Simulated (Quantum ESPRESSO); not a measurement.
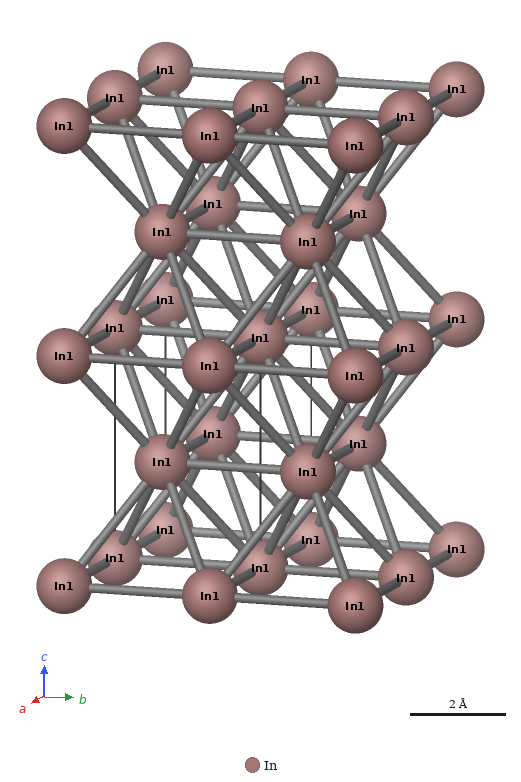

*The input geometry (ball-and-stick view of the cell 2 times as large as that of the calculation, set on its symmetry axes, repeated 2 × 2 × 2, seen slightly off an axis; atoms are numbered from 1 in the order of the input). An atom can appear more than once, as a periodic image.*

## Density-of-states run of In

In (1 atom in the cell), computed with Kohn-Sham DFT of a periodic cell, PBEsol, spin-orbit coupling, PseudoDojo 0.4 FR PBEsol standard (Quantum ESPRESSO 7.5).

The structure derives from an entry of the Crystallography Open Database. The run did not end well.

## Input
```
&CONTROL
  calculation = 'scf'
  prefix = 'pwscf'
  outdir = './tmp'
  pseudo_dir = './pseudo'
  tprnfor = .true.
  tstress = .true.
  disk_io = 'low'
/
&SYSTEM
  space_group = 139
  A = 3.25094
  C = 4.9474
  nat = 1
  ntyp = 1
  ecutwfc = 70
  nbnd = 24
  occupations = 'smearing'
  smearing = 'mv'
  degauss = 0.00734986
  noncolin = .true.
  lspinorb = .true.
  nosym = .true.
/
&ELECTRONS
  conv_thr = 2d-10
  electron_maxstep = 120
  mixing_beta = 0.5
  diagonalization = 'rmm-davidson'
/
ATOMIC_SPECIES
In   114.8180 In.upf
ATOMIC_POSITIONS crystal_sg
In     0.0000000000    0.0000000000    0.0000000000
K_POINTS automatic
11 11 11 0 0 0
```

## File nscf.in
```
&CONTROL
  calculation = 'nscf'
  prefix = 'pwscf'
  outdir = './tmp'
  pseudo_dir = './pseudo'
  disk_io = 'low'
/
&SYSTEM
  space_group = 139
  A = 3.25094
  C = 4.9474
  nat = 1
  ntyp = 1
  ecutwfc = 70
  nbnd = 24
  occupations = 'tetrahedra_opt'
  noncolin = .true.
  lspinorb = .true.
  nosym = .true.
/
&ELECTRONS
  conv_thr = 1d-08
  electron_maxstep = 120
  mixing_beta = 0.5
  diagonalization = 'rmm-davidson'
/
ATOMIC_SPECIES
In   114.8180 In.upf
ATOMIC_POSITIONS crystal_sg
In     0.0000000000    0.0000000000    0.0000000000
K_POINTS automatic
17 17 17 0 0 0
```

Machine: 1 thread of Intel Xeon @ 2.80GHz (Skylake/Cascade Lake), 24 GiB of memory available, shared host.

Launched with:
```bash
OMP_NUM_THREADS=1 pw.x -in pw.in > pw.out
OMP_NUM_THREADS=1 pw.x -in nscf.in > nscf.out
```

## What the program printed
```
This program is part of the open-source Quantum ESPRESSO suite
     for quantum simulation of materials; please cite
         "P. Giannozzi et al., J. Phys.:Condens. Matter 21 395502 (2009);
         "P. Giannozzi et al., J. Phys.:Condens. Matter 29 465901 (2017);
         "P. Giannozzi et al., J. Chem. Phys. 152 154105 (2020);
          URL
     in publications or presentations arising from this work. More details at

     G-vector sticks info
     --------------------
     sticks:   dense  smooth     PW     G-vecs:    dense   smooth      PW
     Sum         761     761    257                13917    13917    2807

     Using Slab Decomposition

     bravais-lattice index     =            7
     lattice parameter (alat)  =       6.1434  a.u.
     unit-cell volume          =     176.4256 (a.u.)^3
     number of atoms/cell      =            1
     number of atomic types    =            1
     number of electrons       =        13.00
     number of Kohn-Sham states=           24
     kinetic-energy cutoff     =      70.0000  Ry
     charge density cutoff     =     280.0000  Ry
     scf convergence threshold =      2.0E-10
     mixing beta               =       0.5000
     number of iterations used =            8  plain     mixing
     Exchange-correlation= PBESOL
                           (   1   4  10   8   0   0   0)
     Non magnetic calculation with spin-orbit

     celldm(1)=   6.143386  celldm(2)=   0.000000  celldm(3)=   1.521837
     celldm(4)=   0.000000  celldm(5)=   0.000000  celldm(6)=   0.000000

     crystal axes: (cart. coord. in units of alat)
               a(1) = (   0.500000  -0.500000   0.760918 )
               a(2) = (   0.500000   0.500000   0.760918 )
               a(3) = (  -0.500000  -0.500000   0.760918 )

     reciprocal axes: (cart. coord. in units 2 pi/alat)
               b(1) = (  1.000000 -1.000000  0.000000 )
               b(2) = (  0.000000  1.000000  0.657101 )
               b(3) = ( -1.000000  0.000000  0.657101 )

     PseudoPot. # 1 for In read from file:
     In.upf
     Pseudo is Norm-conserving + core correction, Zval = 13.0
     Generated using ONCVPSP code by D. R. Hamann
     Using radial grid of 1986 points, 10 beta functions with:
                l(1) =   0
                l(2) =   0
                l(3) =   1
                l(4) =   1
                l(5) =   1
                l(6) =   1
                l(7) =   2
                l(8) =   2
                l(9) =   2
               l(10) =   2

     atomic species   valence    mass     pseudopotential
     In               13.00   114.81800     In( 1.00)

     No symmetry found

   Cartesian axes

     site n.     atom                  positions (alat units)
         1        In     tau(   1) = (   0.0000000   0.0000000   0.0000000  )

     number of k points=   666  Marzari-Vanderbilt smearing, width (Ry)=  0.0073

     Number of k-points >= 100: set verbosity='high' to print them.

     Dense  grid:    13917 G-vectors     FFT dimensions: (  36,  36,  36)

     Initial potential from superposition of free atoms

     starting charge      12.9964, renormalised to      13.0000
     Starting wfcs are   18 randomized atomic wfcs +    6 random wfcs

     Self-consistent Calculation

     iteration #  1     ecut=    70.00 Ry     beta= 0.50
     Davidson diagonalization with overlap
     ethr =  1.00E-02,  avg # of iterations =  4.4

     Threshold (ethr) on eigenvalues was too large:
     Diagonalizing with lowered threshold

     Davidson diagonalization with overlap
     ethr =  4.99E-05,  avg # of iterations =  6.1

     total energy              =    -132.53194563 Ry
     estimated scf accuracy    <       0.00677492 Ry

     iteration #  2     ecut=    70.00 Ry     beta= 0.50
     Davidson diagonalization with overlap
     ethr =  5.21E-05,  avg # of iterations =  2.0

     total energy              =    -132.53290498 Ry
     estimated scf accuracy    <       0.00046215 Ry

     iteration #  3     ecut=    70.00 Ry     beta= 0.50
     RMM-DIIS diagonalization
     ethr =  3.56E-06,  avg # of iterations =  2.7

     total energy              =    -132.53293221 Ry
     estimated scf accuracy    <       0.00006764 Ry

     iteration #  4     ecut=    70.00 Ry     beta= 0.50
     RMM-DIIS diagonalization
     ethr =  5.20E-07,  avg # of iterations =  2.7

     total energy              =    -132.53294025 Ry
     estimated scf accuracy    <       0.00000037 Ry

     iteration #  5     ecut=    70.00 Ry     beta= 0.50
     Davidson diagonalization with overlap
     c_bands:  1 eigenvalues not converged
     c_bands:  2 eigenvalues not converged
     c_bands:  1 eigenvalues not converged
     c_bands:  2 eigenvalues not converged
     ethr =  2.84E-09,  avg # of iterations =  6.0

     total energy              =    -132.53294301 Ry
     estimated scf accuracy    <       0.00000009 Ry

     iteration #  6     ecut=    70.00 Ry     beta= 0.50
     RMM-DIIS diagonalization
     ethr =  6.94E-10,  avg # of iterations =  3.2

     total energy              =    -132.53294296 Ry
     estimated scf accuracy    <       0.00000020 Ry

     iteration #  7     ecut=    70.00 Ry     beta= 0.50
     RMM-DIIS diagonalization
     ethr =  6.94E-10,  avg # of iterations =  2.6

     total energy              =    -132.53294297 Ry
     estimated scf accuracy    <          2.2E-09 Ry

     iteration #  8     ecut=    70.00 Ry     beta= 0.50
     RMM-DIIS diagonalization
     ethr =  1.73E-11,  avg # of iterations =  4.0

     total energy              =    -132.53294298 Ry
     estimated scf accuracy    <          9.3E-10 Ry

     iteration #  9     ecut=    70.00 Ry     beta= 0.50
     RMM-DIIS diagonalization
     ethr =  7.18E-12,  avg # of iterations =  2.5

     total energy              =    -132.53294298 Ry
     estimated scf accuracy    <          2.5E-10 Ry

     iteration # 10     ecut=    70.00 Ry     beta= 0.50
     Davidson diagonalization with overlap
     c_bands:  1 eigenvalues not converged
     ethr =  1.93E-12,  avg # of iterations =  2.4

     End of self-consistent calculation

     Number of k-points >= 100: set verbosity='high' to print the bands.

     the Fermi energy is    10.4132 ev

!    total energy              =    -132.53294298 Ry
     estimated scf accuracy    <          4.8E-12 Ry
     smearing contrib. (-TS)   =       0.00001130 Ry
     internal energy E=F+TS    =    -132.53295428 Ry

     The total energy is F=E-TS. E is the sum of the following terms:
     one-electron contribution =     -33.29567685 Ry
     hartree contribution      =      27.38978612 Ry
     xc contribution           =     -39.60708328 Ry
     ewald contribution        =     -87.01998026 Ry

     convergence has been achieved in  10 iterations

     Forces acting on atoms (cartesian axes, Ry/au):

     atom    1 type  1   force =     0.00000000    0.00000000    0.00000000

     Total force =     0.000000     Total SCF correction =     0.000000

     Computing stress (Cartesian axis) and pressure

          total   stress  (Ry/bohr**3)                   (kbar)     P=       -9.09
  -0.00005956  -0.00000000   0.00000000           -8.76       -0.00        0.00
  -0.00000000  -0.00005956   0.00000000           -0.00       -8.76        0.00
   0.00000000   0.00000000  -0.00006625            0.00        0.00       -9.75

=------------------------------------------------------------------------------=
   JOB DONE.
=------------------------------------------------------------------------------=
```

## File nscf.out
```
This program is part of the open-source Quantum ESPRESSO suite
     for quantum simulation of materials; please cite
         "P. Giannozzi et al., J. Phys.:Condens. Matter 21 395502 (2009);
         "P. Giannozzi et al., J. Phys.:Condens. Matter 29 465901 (2017);
         "P. Giannozzi et al., J. Chem. Phys. 152 154105 (2020);
          URL
     in publications or presentations arising from this work. More details at

     Atomic positions and unit cell read from directory:
     ./tmp/pwscf.save/

     [opt_tetra]  Optimized tetrahedron method is used.

     G-vector sticks info
     --------------------
     sticks:   dense  smooth     PW     G-vecs:    dense   smooth      PW
     Sum         761     761    257                13917    13917    2831

     Using Slab Decomposition

     bravais-lattice index     =            7
     lattice parameter (alat)  =       6.1434  a.u.
     unit-cell volume          =     176.4256 (a.u.)^3
     number of atoms/cell      =            1
     number of atomic types    =            1
     number of electrons       =        13.00
     number of Kohn-Sham states=           24
     kinetic-energy cutoff     =      70.0000  Ry
     charge density cutoff     =     280.0000  Ry
     Exchange-correlation= PBESOL
                           (   1   4  10   8   0   0   0)
     Non magnetic calculation with spin-orbit

     celldm(1)=   6.143386  celldm(2)=   0.000000  celldm(3)=   1.521837
     celldm(4)=   0.000000  celldm(5)=   0.000000  celldm(6)=   0.000000

     crystal axes: (cart. coord. in units of alat)
               a(1) = (   0.500000  -0.500000   0.760918 )
               a(2) = (   0.500000   0.500000   0.760918 )
               a(3) = (  -0.500000  -0.500000   0.760918 )

     reciprocal axes: (cart. coord. in units 2 pi/alat)
               b(1) = (  1.000000 -1.000000 -0.000000 )
               b(2) = (  0.000000  1.000000  0.657101 )
               b(3) = ( -1.000000  0.000000  0.657101 )

     PseudoPot. # 1 for In read from file:
     In.upf
     Pseudo is Norm-conserving + core correction, Zval = 13.0
     Generated using ONCVPSP code by D. R. Hamann
     Using radial grid of 1986 points, 10 beta functions with:
                l(1) =   0
                l(2) =   0
                l(3) =   1
                l(4) =   1
                l(5) =   1
                l(6) =   1
                l(7) =   2
                l(8) =   2
                l(9) =   2
               l(10) =   2

     atomic species   valence    mass     pseudopotential
     In               13.00   114.81800     In( 1.00)

     No symmetry found

   Cartesian axes

     site n.     atom                  positions (alat units)
         1        In     tau(   1) = (   0.0000000   0.0000000   0.0000000  )

     number of k points=  2457 (tetrahedron method)

     Number of k-points >= 100: set verbosity='high' to print them.

     Dense  grid:    13917 G-vectors     FFT dimensions: (  36,  36,  36)

     The potential is recalculated from file :
     ./tmp/pwscf.save/charge-density

     Starting wfcs are   18 randomized atomic wfcs +    6 random wfcs

     Band Structure Calculation
     RMM-DIIS diagonalization
     c_bands:  1 eigenvalues not converged
     c_bands:  1 eigenvalues not converged
     c_bands:  2 eigenvalues not converged
     c_bands:  2 eigenvalues not converged
     c_bands:  2 eigenvalues not converged
```

## What the run reported

| quantity | value |
| --- | --- |
| outcome | stopped at the time limit |
| space group (tolerance 0.01 Å) | I4/mmm (139) |
| electrons treated | 13 |
| free energy | −1803.2026 eV |
| Fermi energy | 10.413 eV |
| gap on the k-point mesh | none (metallic) |
| pressure | −0.91 GPa |
| largest force (length of the vector) | under 0.001 eV/Å |
| wall time | 37 min |
| peak memory | 2.2 GiB |

## What went wrong

Settings chosen away from the usual ones: nosym set to true; diagonalization set to rmm-davidson. The run was cut off by its time limit, so the output is incomplete. Notes on the run: eigenvalues not converged.
